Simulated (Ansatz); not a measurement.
# Mg₁₂O₁₃: geometry relaxation (part 1 of 5)

Mg₁₂O₁₃ (slab, 25 atoms in the cell), computed with DFT PBE, scalar-relativistic, plane waves, PAW, spin-polarised (Ansatz 0.2.0).

The structure derives from an entry of the Crystallography Open Database. The input holds or restrains some coordinates. Forces given for the steps count only the free coordinates. It belongs to a series of runs on one base structure; here: end point A relaxed. Figures and captions count atoms from 1; the log counts them from 0 in places.

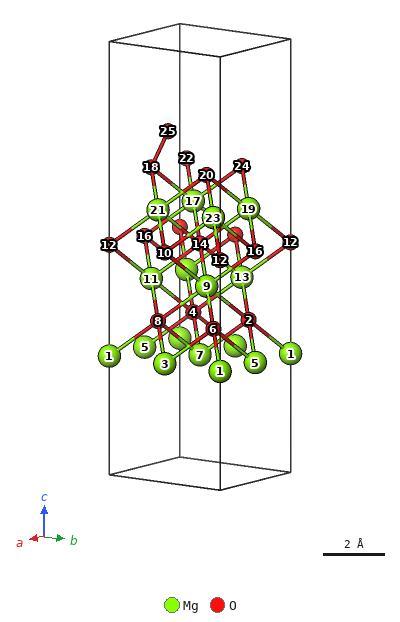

*The structure as given in the input (ball-and-stick view of the cell of the calculation, with the vacuum cut short, seen slightly off an axis; atoms are numbered from 1 in the order of the input). An atom can appear more than once, as a periodic image.*

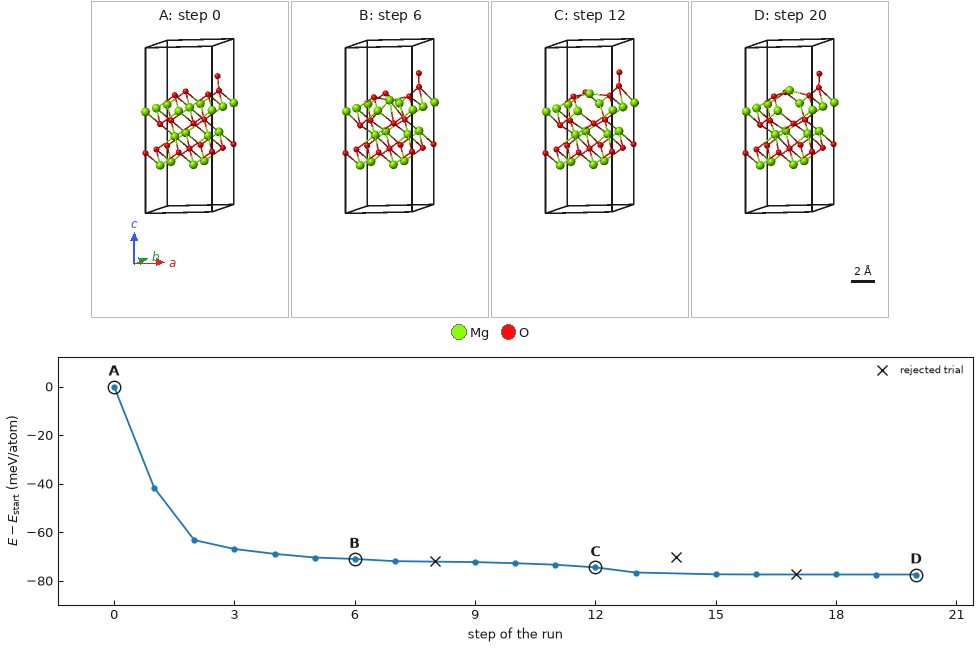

*Frames of the restrained relaxation (ball-and-stick view of the cell of the calculation, with the vacuum cut short (origin shifted), seen slightly off an axis) above the curves, on which the letters mark them (the first geometry is step 0 here and step 1 in the log).*

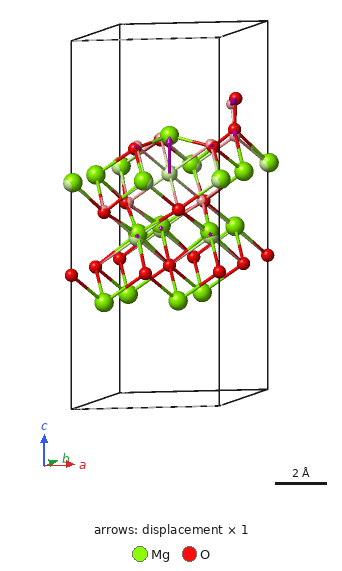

*Start (faint) and end (solid) with the displacements as pink arrows, at true length (ball-and-stick view of the cell of the calculation, with the vacuum cut short (origin shifted), seen slightly off an axis).*

The largest move is that of Mg19, 1.52 Å. Largest moves by element: Mg 1.52 Å, O 0.70 Å. The cell stays as it was. Among the contacts that change: O12–Mg19 2.129 → 3.317 Å, Mg19–O22 2.129 → 1.885 Å, Mg19–O20 2.129 → 1.887 Å, O18–Mg23 2.129 → 2.349 Å. Bonds break: O12–Mg19 (2.13 → 3.32 Å), O14–Mg19 (2.13 → 3.32 Å), O16–Mg19 (2.13 → 3.32 Å). Among the angles that change: Mg17–O24–Mg19 90.0° → 120.6°, Mg17–O22–Mg19 90.0° → 120.5°, O20–Mg19–O22 90.0° → 116.0°. The energy falls by 77.4 meV per atom in 20 geometry steps. Largest force component: 2.8 eV/Å at the start, 0.0045 eV/Å at the end. The line search rejected the trial steps at points 8, 14, 17 (counted from 0) and went back. (Atoms are counted from 1 in the order of the input.)

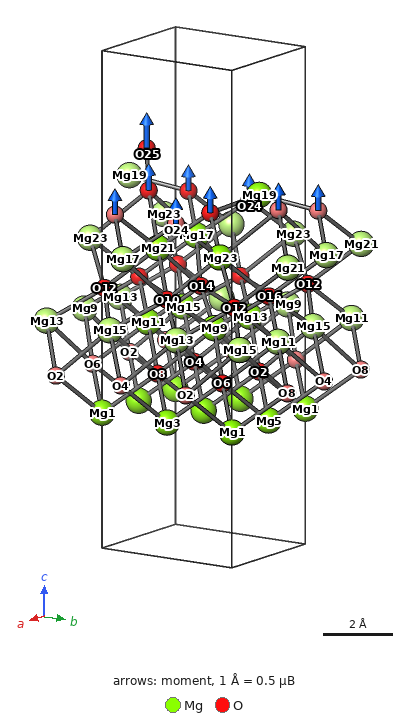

*Magnetic moments of the sites as blue arrows (ball-and-stick view of the cell of the calculation, with the vacuum cut short, seen slightly off an axis; neighbours outside the cell are drawn fainter; atoms are numbered from 1 in the order of the input); small moments hardly show. The run is collinear, so the axis drawn is arbitrary.*

Site moments: O25 (0.53 μB); O18 (0.41 μB); O20, O24 (0.40 μB); O22 (0.39 μB). They are counted near the atoms and needn't add up to the moment of the cell.

The input that produced these results follows, with the program's output.

Input file
```yaml
crystal:
  lattice:
    - [6.021156, 0.0, 0.0]
    - [3.010578, 5.214474, 0.0]
    - [0.0, 0.0, 17.145316]
  atoms:
    - { symbol: Mg, position: [0.0, 0.0, 0.058325] }
    - { symbol: O, position: [0.3333333, 0.8333333, 0.13001] }
    - { symbol: Mg, position: [0.0, 0.5, 0.058325] }
    - { symbol: O, position: [0.3333333, 0.3333333, 0.13001] }
    - { symbol: Mg, position: [0.5, 0.0, 0.058325] }
    - { symbol: O, position: [0.8333333, 0.8333333, 0.13001] }
    - { symbol: Mg, position: [0.5, 0.5, 0.058325] }
    - { symbol: O, position: [0.8333333, 0.3333333, 0.13001] }
    - { symbol: Mg, position: [0.6666667, 0.6666667, 0.2016951] }
    - { symbol: O, position: [0.0, 0.5, 0.2733802] }
    - { symbol: Mg, position: [0.6666667, 0.1666667, 0.2016951] }
    - { symbol: O, position: [0.0, 0.0, 0.2733802] }
    - { symbol: Mg, position: [0.1666667, 0.6666667, 0.2016951] }
    - { symbol: O, position: [0.5, 0.5, 0.2733802] }
    - { symbol: Mg, position: [0.1666667, 0.1666667, 0.2016951] }
    - { symbol: O, position: [0.5, 0.0, 0.2733802] }
    - { symbol: Mg, position: [0.3333333, 0.3333333, 0.3450653] }
    - { symbol: O, position: [0.6666667, 0.1666667, 0.4167503] }
    - { symbol: Mg, position: [0.3333333, 0.8333333, 0.3450653] }
    - { symbol: O, position: [0.6666667, 0.6666667, 0.4167503] }
    - { symbol: Mg, position: [0.8333333, 0.3333333, 0.3450653] }
    - { symbol: O, position: [0.1666667, 0.1666667, 0.4167503] }
    - { symbol: Mg, position: [0.8333333, 0.8333333, 0.3450653] }
    - { symbol: O, position: [0.1666667, 0.6666667, 0.4167503] }
    - { symbol: O, position: [0.6080554, 0.2811596, 0.4879068], spin: 1.0 }
magnetization:
  spin_polarized: true
basis:
  ecutwfc: 420.0
kpoints:
  mp_grid: { grid: [2, 2, 1] }
hamiltonian:
  xc: pbe
scf:
  occupations: { method: gaussian, width: 0.02 }
  lower_state_search: "off"
relax:
  f_tol: 0.03
  max_steps: 60
  adjacent_minimum: "off"
  constraints: [{ sites: [0, 1, 2, 3, 4, 5, 6, 7] }]
```

Command:
```bash
ansatz run input.yaml --threads 4 --pin off --max-ram 10240MiB --backend cpu --events-out ev --progress --plain --runs-dir out
```

The program's output
```
Engine: ansatz 0.2.0, x86_64-unknown-linux-gnu
Pseudopotentials: kind: paw
Pseudopotential: Mg, paw, valence charge 10, recommended cutoff 420 eV (normal), Mg.paw.azcp
Pseudopotential: O, paw, valence charge 6, recommended cutoff 420 eV (normal), O.paw.azcp
Functional definition: PBE
  parameter kappa = 0.804
  parameter beta = 0.06672455060314922
  exchange = pbe_x(kappa = kappa, mu = beta*pi^2/3)
  correlation = pbe_c(beta = beta)
Crystal: 25 atoms, lattice volume = 538.314 Å³
Basis set: ecut = 420 eV, 10467 PW (Γ), exchange–correlation on 90×90×240 points (8 copies of the dense FFT grid, shifted against one another)
Bands: 125, of which v1, the nominal top of the filled ones, is band 99 counted from 1 (98 counted from 0)
Symmetry: 1 space group operations
Space group: P1 (ITA 1), of the structure as read, at distance tolerance 8.1e-5 Å
Magnetic group: BNS 1.1 (UNI 1), of the structure as read, at distance tolerance 8.1e-5 Å
k-points: 4
Non-local potential: Mg, projectors of the file, l = 0: 3, l = 1: 2, l = 2: 1
Non-local potential: O, projectors of the file, l = 0: 2, l = 1: 2, l = 2: 1
PAW form: soft (Blöchl's): semilocal exchange-correlation on the pseudo side does not see the compensation charge
PAW one-centre angular grid: Mg, 110 points (default); XC on 64 Gauss nodes
PAW one-centre angular grid: O, 110 points (default); XC on 64 Gauss nodes
Initial density: superposition of atomic densities (neutral atoms: chi_scale 0, normalization atom)
Starting moments: Σ|m| = 1 μB on 1 of 25 sites
Initial wavefunctions: pseudopotential atomic-orbital guess
Functional: x = pbe(κ = 0.804, μ = 0.2195149727645171), c = pbe(β = 0.06672455060314922)
SCF iter   1: F=—  HF=-30502.955942 eV  |F-HF|=—  |Δ(HF+E_count)|=         —  Δρ=6.31e-2 (↑5.83e-2 ↓6.31e-2)  dr2=2.27e2  dr2_m=6.88e-1  M=0.029 μB ∫|m|=0.186 μB  β_m=0.30  ethr=3.10e-3  ⟨swp⟩=8.5  Hψ=4868  notcnv=0  defer=89
preconditioner: auto → Resta (q_TF=auto, 2.309 Å⁻¹)  ε∞=2.1  [insulator: Δε(μ)=0.041 eV  Ē_g=15.332 eV  σ=0.020 eV  W_gap=0.85  n_scr=108 (ndim 8)  ℏωp=16.0 eV  f_vac=0.448  D(μ)=7.57/eV (n_scr^D=38)  ε∞_Penn≈2.1  vacuum switching on, ρ_ref=1.7e-2 e/Å³]
spin=Collinear: Resta preconditioning applied to the charge; magnetization (m = ρ↑ − ρ↓) channel mixes plain (no charge-response kernel on spin).
SCF iter   2: F=—  HF=-30525.815687 eV  |F-HF|=—  |Δ(HF+E_count)|=    2.29e1  Δρ=9.74e-2 (↑9.74e-2 ↓9.08e-2)  dr2=1.79e3  dr2_m=3.23e-1  M=0.028 μB ∫|m|=0.309 μB  β_m=0.30  ethr=3.10e-3  ⟨swp⟩=6.5  Hψ=2457  notcnv=0  defer=146
SCF iter   3: F=—  HF=-30486.476810 eV  |F-HF|=—  |Δ(HF+E_count)|=    3.93e1  Δρ=3.77e-2 (↑3.29e-2 ↓3.77e-2)  dr2=1.71e2  dr2_m=2.30e-1  M=0.000 μB ∫|m|=0.155 μB  β_m=0.30  ethr=3.10e-3  ⟨swp⟩=3.0  Hψ=1669  notcnv=0  defer=164
SCF iter   4: F=—  HF=-30478.539372 eV  |F-HF|=—  |Δ(HF+E_count)|=    7.94e0  Δρ=3.53e-2 (↑3.23e-2 ↓3.53e-2)  dr2=4.43e1  dr2_m=3.77e-2  M=0.500 μB ∫|m|=0.578 μB  β_m=1.00  ethr=3.10e-3  ⟨swp⟩=2.2  Hψ=1418  notcnv=0  defer=166
SCF iter   5: F=—  HF=-30474.832455 eV  |F-HF|=—  |Δ(HF+E_count)|=    3.71e0  Δρ=2.31e-2 (↑2.15e-2 ↓2.31e-2)  dr2=3.54e1  dr2_m=1.02e0  M=1.878 μB ∫|m|=2.081 μB  β_m=1.00  ethr=3.10e-3  ⟨swp⟩=3.1  Hψ=1537  notcnv=0  defer=148
SCF iter   6: F=—  HF=-30485.811173 eV  |F-HF|=—  |Δ(HF+E_count)|=    1.10e1  Δρ=7.35e-2 (↑4.72e-2 ↓7.35e-2)  dr2=2.98e2  dr2_m=2.03e0  M=1.530 μB ∫|m|=1.708 μB  β_m=0.30  ethr=3.10e-3  ⟨swp⟩=3.1  Hψ=1807  notcnv=0  defer=149
SCF iter   7: F=—  HF=-30476.754961 eV  |F-HF|=—  |Δ(HF+E_count)|=    9.06e0  Δρ=4.16e-2 (↑2.11e-2 ↓4.16e-2)  dr2=2.82e1  dr2_m=9.42e-1  M=1.000 μB ∫|m|=1.154 μB  β_m=0.30  ethr=3.10e-3  ⟨swp⟩=2.5  Hψ=1571  notcnv=0  defer=138
SCF iter   8: F=—  HF=-30475.028950 eV  |F-HF|=—  |Δ(HF+E_count)|=    1.73e0  Δρ=2.76e-2 (↑1.60e-2 ↓2.76e-2)  dr2=1.41e1  dr2_m=3.13e-1  M=1.000 μB ∫|m|=1.121 μB  β_m=0.30  ethr=3.10e-3  ⟨swp⟩=2.0  Hψ=1265  notcnv=0  defer=136
SCF iter   9: F=—  HF=-30475.015082 eV  |F-HF|=—  |Δ(HF+E_count)|=   1.39e-2  Δρ=2.15e-2 (↑1.58e-2 ↓2.15e-2)  dr2=1.51e1  dr2_m=3.41e-1  M=1.764 μB ∫|m|=2.037 μB  β_m=1.00  ethr=3.10e-3  ⟨swp⟩=2.0  Hψ=1402  notcnv=0  defer=141
SCF iter  10: F=—  HF=-30475.268272 eV  |F-HF|=—  |Δ(HF+E_count)|=   2.53e-1  Δρ=3.05e-2 (↑1.78e-2 ↓3.05e-2)  dr2=3.81e1  dr2_m=1.04e0  M=0.751 μB ∫|m|=3.308 μB  β_m=1.00  ethr=3.10e-3  ⟨swp⟩=2.0  Hψ=1268  notcnv=0  defer=138
SCF iter  11: F=—  HF=-30474.393240 eV  |F-HF|=—  |Δ(HF+E_count)|=   8.75e-1  Δρ=1.22e-2 (↑1.22e-2 ↓1.09e-2)  dr2=2.36e0  dr2_m=3.33e-1  M=2.859 μB ∫|m|=3.000 μB  β_m=1.00  ethr=3.10e-3  ⟨swp⟩=2.2  Hψ=1087  notcnv=0  defer=137
SCF iter  12: F=—  HF=-30474.563526 eV  |F-HF|=—  |Δ(HF+E_count)|=   1.70e-1  Δρ=1.02e-2 (↑1.02e-2 ↓6.76e-3)  dr2=1.17e0  dr2_m=2.17e-1  M=3.500 μB ∫|m|=3.586 μB  β_m=0.30  ethr=1.19e-3  ⟨swp⟩=2.0  Hψ=1214  notcnv=0  defer=152
Mixer restart at iter 12: flushing history
spin-set hold released at iteration 12 (site moments contracting): the magnetisation degrees of freedom join the quasi-Newton model from the next iteration; the mixer history was flushed
SCF iter  13: F=—  HF=-30474.883957 eV  |F-HF|=—  |Δ(HF+E_count)|=   3.20e-1  Δρ=3.08e-2 (↑1.50e-2 ↓3.08e-2)  dr2=1.05e1  dr2_m=1.28e0  M=1.508 μB ∫|m|=1.687 μB  β_m=0.12  ethr=5.90e-4  ⟨swp⟩=2.9  Hψ=1380  notcnv=0  defer=153  recentre
SCF iter  14: F=—  HF=-30474.573670 eV  |F-HF|=—  |Δ(HF+E_count)|=   3.10e-1  Δρ=9.06e-3 (↑9.06e-3 ↓6.09e-3)  dr2=8.43e-1  dr2_m=1.86e-1  M=3.500 μB ∫|m|=3.583 μB  β_m=0.03  ethr=5.90e-4  ⟨swp⟩=2.9  Hψ=1495  notcnv=0  defer=143
SCF iter  15: F=—  HF=-30474.550735 eV  |F-HF|=—  |Δ(HF+E_count)|=   2.29e-2  Δρ=7.85e-3 (↑7.85e-3 ↓5.57e-3)  dr2=3.46e-1  dr2_m=1.89e-1  M=3.500 μB ∫|m|=3.584 μB  β_m=0.03  ethr=4.26e-4  ⟨swp⟩=1.9  Hψ=930  notcnv=0  defer=143
SCF iter  16: F=—  HF=-30474.579959 eV  |F-HF|=—  |Δ(HF+E_count)|=   2.92e-2  Δρ=6.45e-3 (↑6.45e-3 ↓5.76e-3)  dr2=8.35e-2  dr2_m=1.74e-1  M=3.500 μB ∫|m|=3.586 μB  β_m=0.15  ethr=1.75e-4  ⟨swp⟩=1.9  Hψ=1153  notcnv=0  defer=150
SCF iter  17: F=—  HF=-30474.695230 eV  |F-HF|=—  |Δ(HF+E_count)|=   1.15e-1  Δρ=4.83e-3 (↑4.83e-3 ↓4.10e-3)  dr2=2.21e-1  dr2_m=6.54e-2  M=3.500 μB ∫|m|=3.606 μB  β_m=0.26  ethr=4.22e-5  ⟨swp⟩=4.2  Hψ=1443  notcnv=0  defer=157
SCF iter  18: F=—  HF=-30474.704891 eV  |F-HF|=—  |Δ(HF+E_count)|=   9.66e-3  Δρ=4.91e-3 (↑4.91e-3 ↓4.15e-3)  dr2=2.78e-1  dr2_m=5.97e-2  M=3.500 μB ∫|m|=3.603 μB  β_m=0.36  ethr=4.22e-5  ⟨swp⟩=2.1  Hψ=1206  notcnv=0  defer=157
SCF iter  19: F=—  HF=-30474.715719 eV  |F-HF|=—  |Δ(HF+E_count)|=   1.08e-2  Δρ=4.87e-3 (↑4.87e-3 ↓4.80e-3)  dr2=3.49e-1  dr2_m=6.31e-2  M=3.500 μB ∫|m|=3.605 μB  β_m=0.35  ethr=4.22e-5  ⟨swp⟩=2.1  Hψ=1068  notcnv=0  defer=157
SCF iter  20: F=—  HF=-30474.721201 eV  |F-HF|=—  |Δ(HF+E_count)|=   5.48e-3  Δρ=4.79e-3 (↑4.65e-3 ↓4.79e-3)  dr2=3.38e-1  dr2_m=5.90e-2  M=3.500 μB ∫|m|=3.606 μB  β_m=0.23  ethr=4.22e-5  ⟨swp⟩=1.9  Hψ=909  notcnv=0  defer=157
SCF iter  21: F=—  HF=-30474.699209 eV  |F-HF|=—  |Δ(HF+E_count)|=   2.20e-2  Δρ=3.30e-3 (↑3.30e-3 ↓3.06e-3)  dr2=5.19e-2  dr2_m=3.75e-2  M=3.500 μB ∫|m|=3.610 μB  β_m=0.36  ethr=4.22e-5  ⟨swp⟩=2.9  Hψ=1233  notcnv=0  defer=157
SCF iter  22: F=—  HF=-30474.710367 eV  |F-HF|=—  |Δ(HF+E_count)|=   1.12e-2  Δρ=2.35e-3 (↑1.97e-3 ↓2.35e-3)  dr2=4.64e-2  dr2_m=1.49e-2  M=3.500 μB ∫|m|=3.625 μB  β_m=0.51  ethr=2.62e-5  ⟨swp⟩=2.5  Hψ=1531  notcnv=0  defer=157
SCF iter  23: F=—  HF=-30474.713065 eV  |F-HF|=—  |Δ(HF+E_count)|=   2.70e-3  Δρ=1.25e-3 (↑3.70e-4 ↓1.25e-3)  dr2=1.49e-2  dr2_m=1.74e-3  M=3.500 μB ∫|m|=3.646 μB  β_m=0.42  ethr=2.34e-5  ⟨swp⟩=2.4  Hψ=1298  notcnv=0  defer=157
SCF iter  24: F=—  HF=-30474.712509 eV  |F-HF|=—  |Δ(HF+E_count)|=   5.55e-4  Δρ=8.12e-4 (↑2.85e-4 ↓8.12e-4)  dr2=6.63e-3  dr2_m=6.56e-4  M=3.500 μB ∫|m|=3.647 μB  β_m=0.33  ethr=7.55e-6  ⟨swp⟩=2.0  Hψ=1223  notcnv=0  defer=157
SCF iter  25: F=—  HF=-30474.712041 eV  |F-HF|=—  |Δ(HF+E_count)|=   4.69e-4  Δρ=3.09e-4 (↑1.52e-4 ↓3.09e-4)  dr2=7.15e-4  dr2_m=1.57e-4  M=3.500 μB ∫|m|=3.648 μB  β_m=0.57  ethr=3.35e-6  ⟨swp⟩=1.8  Hψ=1155  notcnv=0  defer=157
SCF iter  26: F=—  HF=-30474.712045 eV  |F-HF|=—  |Δ(HF+E_count)|=   4.23e-6  Δρ=1.39e-4 (↑7.62e-5 ↓1.39e-4)  dr2=2.29e-4  dr2_m=1.79e-5  M=3.500 μB ∫|m|=3.648 μB  β_m=0.47  ethr=3.61e-7  ⟨swp⟩=2.0  Hψ=1179  notcnv=0  defer=157
SCF iter  27: F=—  HF=-30474.712029 eV  |F-HF|=—  |Δ(HF+E_count)|=   1.55e-5  Δρ=7.44e-5 (↑1.99e-5 ↓7.44e-5)  dr2=4.98e-5  dr2_m=6.39e-6  M=3.500 μB ∫|m|=3.649 μB  β_m=0.41  ethr=1.16e-7  ⟨swp⟩=2.0  Hψ=1166  notcnv=0  defer=157
SCF iter  28: F=-30474.712022 eV  HF=-30474.712028 eV  |F-HF|=5.75e-6  |Δ(HF+E_count)|=   1.67e-6  Δρ=3.01e-5 (↑1.07e-5 ↓3.01e-5)  dr2=7.75e-6  dr2_m=1.41e-6  M=3.500 μB ∫|m|=3.649 μB  ethr=1.14e-8  ⟨swp⟩=2.5  Hψ=2670  notcnv=0
SCF 1 converged in 28 iterations: F = -30474.712022 eV  dr2 = 7.75e-6
  greatest PAW one-centre occupation: 1.000 electrons in one spin orbital (limit 2), on the Mg atom at site 10 (counted from 0), in its partial waves of l = 0
[...]
relax step   1: F+E_penalty+E_count = -30474.71202192 eV  Δ(F+E_penalty+E_count) = +0.000e0 eV  max|allowed force component| = 2.830e0 eV/Å  Δτ_max = 0.0000 Å  (28 SCF iters, dr2 threshold 2.25e-5 eV, accepted)
Initial density: handed on by an earlier stage of this run
Starting moments: Σ|m| = 1 μB on 1 of 25 sites; this step starts from the density that it was given
Initial wavefunctions: those handed on with the density
preconditioner: auto → Resta (q_TF=auto, 2.309 Å⁻¹)  ε∞=2.6  [insulator: Δε(μ)=0.201 eV  Ē_g=12.714 eV  σ=0.020 eV  W_gap=1.00  n_scr=108 (ndim 8)  ℏωp=16.0 eV  f_vac=0.453  D(μ)=0.00/eV (n_scr^D=0)  ε∞_Penn≈2.6  vacuum switching on, ρ_ref=1.2e-2 e/Å³]
spin=Collinear: Resta preconditioning applied to the charge; magnetization (m = ρ↑ − ρ↓) channel mixes plain (no charge-response kernel on spin).
  greatest PAW one-centre occupation: 1.000 electrons in one spin orbital (limit 2), on the Mg atom at site 18 (counted from 0), in its partial waves of l = 0
relax step   2: F+E_penalty+E_count = -30475.75447980 eV  Δ(F+E_penalty+E_count) = -1.042e0 eV  max|allowed force component| = 1.949e0 eV/Å  Δτ_max = 0.0706 Å  (9 SCF iters, dr2 threshold 1.00e-4 eV, accepted)
preconditioner: auto → Resta (q_TF=auto, 2.309 Å⁻¹)  ε∞=2.5  [insulator: Δε(μ)=0.277 eV  Ē_g=12.979 eV  σ=0.020 eV  W_gap=0.52  n_scr=108 (ndim 8)  ℏωp=16.0 eV  f_vac=0.451  D(μ)=17.10/eV (n_scr^D=120)  ε∞_Penn≈2.5  vacuum switching on, ρ_ref=1.2e-2 e/Å³]
spin=Collinear: Resta preconditioning applied to the charge; magnetization (m = ρ↑ − ρ↓) channel mixes plain (no charge-response kernel on spin).
  greatest PAW one-centre occupation: 1.000 electrons in one spin orbital (limit 2), on the Mg atom at site 16 (counted from 0), in its partial waves of l = 0
relax step   3: F+E_penalty+E_count = -30476.29281142 eV  Δ(F+E_penalty+E_count) = -5.383e-1 eV  max|allowed force component| = 6.393e-1 eV/Å  Δτ_max = 0.1019 Å  (14 SCF iters, dr2 threshold 1.00e-4 eV, accepted)
preconditioner: auto → Resta (q_TF=auto, 2.309 Å⁻¹)  ε∞=2.5  [insulator: Δε(μ)=0.224 eV  Ē_g=12.861 eV  σ=0.020 eV  W_gap=0.61  n_scr=108 (ndim 8)  ℏωp=16.0 eV  f_vac=0.447  D(μ)=23.52/eV (n_scr^D=200)  ε∞_Penn≈2.5  vacuum switching on, ρ_ref=1.2e-2 e/Å³]
spin=Collinear: Resta preconditioning applied to the charge; magnetization (m = ρ↑ − ρ↓) channel mixes plain (no charge-response kernel on spin).
```
